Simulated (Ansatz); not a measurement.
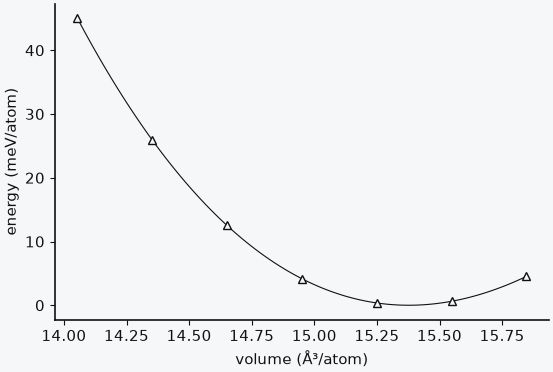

The plot gives the computed energy against volume for Si, space group I4_1/amd (No. 141).

Starting cell:
```cif
data_structure
_symmetry_space_group_name_H-M 'P 1'
_symmetry_Int_Tables_number 1
_cell_length_a 3.6075
_cell_length_b 3.6075
_cell_length_c 3.6075
_cell_angle_alpha 97.803
_cell_angle_beta 97.803
_cell_angle_gamma 136.757
_cell_volume 29.90
loop_
_atom_site_label
_atom_site_type_symbol
_atom_site_fract_x
_atom_site_fract_y
_atom_site_fract_z
_atom_site_occupancy
Si1 Si 0.50000 0.50000 0.00000 1
Si2 Si 0.25000 0.75000 0.50000 1
```

Computed with Ansatz 0.2.0: plane-wave DFT, no spin polarisation; energies at scaled volumes of the given cell, shape and fractions fixed, counted from the fit's minimum, third-order Birch-Murnaghan fit. Level: PBE.

k mesh 11×11×11; occupations Fermi–Dirac; smearing width 0.05 eV; potentials Ansatz PAW; wave cutoff 420 eV; density cutoff 1680 eV.

From this curve and the settings, what does the calculation give for the pressure at the same points?

The pressure falls from 11.86 GPa at volume 14.053 Å³/atom to −2.99 GPa at 15.847 Å³/atom, and changes sign near 15.38 Å³/atom.

| volume (Å³/atom) | pressure (GPa) |
| --- | --- |
| 14.053 | 11.86 |
| 14.352 | 8.67 |
| 14.651 | 5.79 |
| 14.950 | 3.21 |
| 15.249 | 0.91 |
| 15.548 | −1.15 |
| 15.847 | −2.99 |

Keep in mind: shape and atomic fractions are frozen while scaling, which makes layered, chain and framework solids too stiff.
